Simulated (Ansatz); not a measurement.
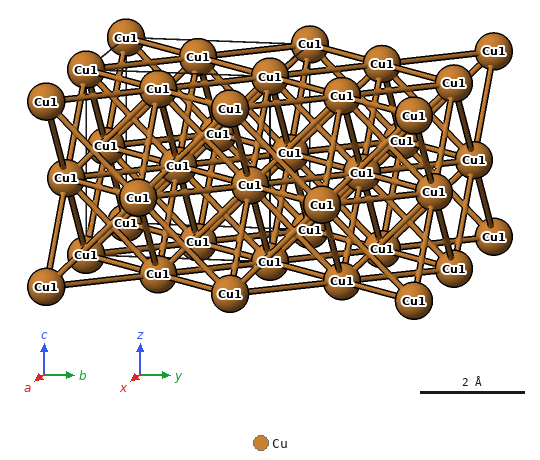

A scan of solid Cu (Fm-3m): the cell is strained equally along x and y and separately along z, with the atoms kept at their fractional coordinates. x, y and z are the Cartesian axes of the input. The picture shows the reference cell. The picture is a ball-and-stick view of the conventional cell (4 times the calculation's cell), repeated 2 × 2 × 1 with one cell outlined, seen slightly off an axis. Lengths and directions refer to the drawn axes.

Computed with DFT PBE, scalar-relativistic, plane waves, PAW in Ansatz. Set-up: plane-wave cutoff 420 eV; k-point mesh 28 × 28 × 28; occupations gaussian; smearing width 0.15 eV; no spin polarisation. Energies (free energies at the smearing named) are counted from the relaxed crystal.

```
CELL_PARAMETERS angstrom
0.00000 1.81487 1.81487
1.81487 0.00000 1.81487
1.81487 1.81487 0.00000
ATOMIC_POSITIONS crystal
Cu 0.00000 0.00000 0.00000
```

### What energies does the calculation give on a grid with rows −0.050, −0.025, 0.000, 0.025, 0.050 and columns −0.050, −0.025, 0.000, 0.025, 0.050 (strain along x and y; strain along z)?

Rows: strain along x and y; columns: strain along z; values in meV/atom.

```csv
,−0.050,−0.025,0.000,0.025,0.050
−0.050,145.4,99.1,66.5,45.9,35.9
−0.025,61.5,32.6,15.2,7.9,9.5
0.000,18.1,4.3,0.0,4.1,15.6
0.025,6.6,6.0,13.1,26.9,46.8
0.050,20.2,31.1,48.0,70.3,97.4
```

In pairs of (strain along x and y; strain along z): the lowest computed point lies at (0.000, 0.000) (0.0 meV/atom), the highest at (−0.050, −0.050) (145.4 meV/atom). The valley is tilted: raising the in-plane strain is made harder by raising the strain along z (cross term 0.73 of the geometric mean of the two curvatures). Over the ranges scanned the energy rises more along the first axis, the in-plane strain. The pressure runs from −14.3 GPa at (0.050, 0.050) to 31.9 GPa at (−0.050, −0.050).

As a map, interpolated between the computed points (dots):

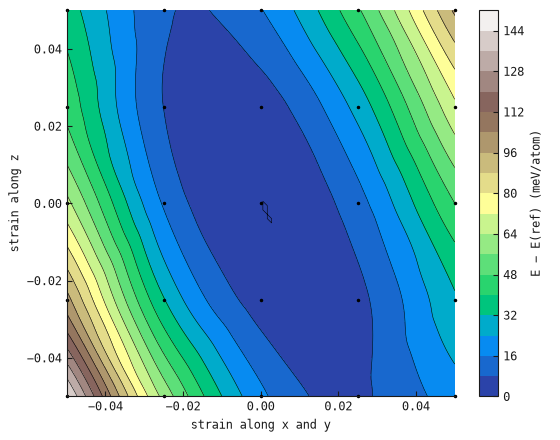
